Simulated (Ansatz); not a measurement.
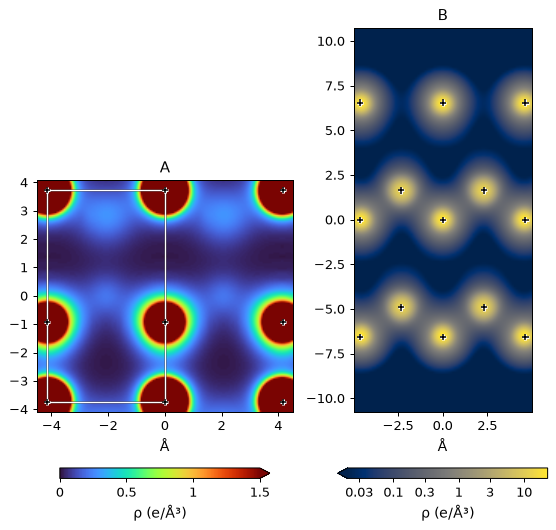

The valence charge density (pseudo) of 2 systems, each on a plane through atoms (crosses mark nuclei in the plane).

Theory: Ansatz, DFT r2SCAN, scalar-relativistic, plane waves, PAW.

System 1: CdSe, the (010) plane of the conventional cell. Space group P6₃mc; not relaxed (largest force 0.5 eV/Å); computed pressure about 2 GPa in this cell.

System 2: In4Sb5 (slab), the (010) plane of the calculation cell, a cut from vacuum to vacuum. Computed without spin polarisation.

Which map belongs to which system?

Answer. Panel A is system 1, CdSe: the plane holds Cd and Se. Cd–Se (2.80 Å): the density is about 0.28 e/Å³ at the midpoint. Panel B is system 2, In4Sb5: the plane holds Sb and In. In–Sb (2.84 Å): ρ is about 0.35 e/Å³ halfway.
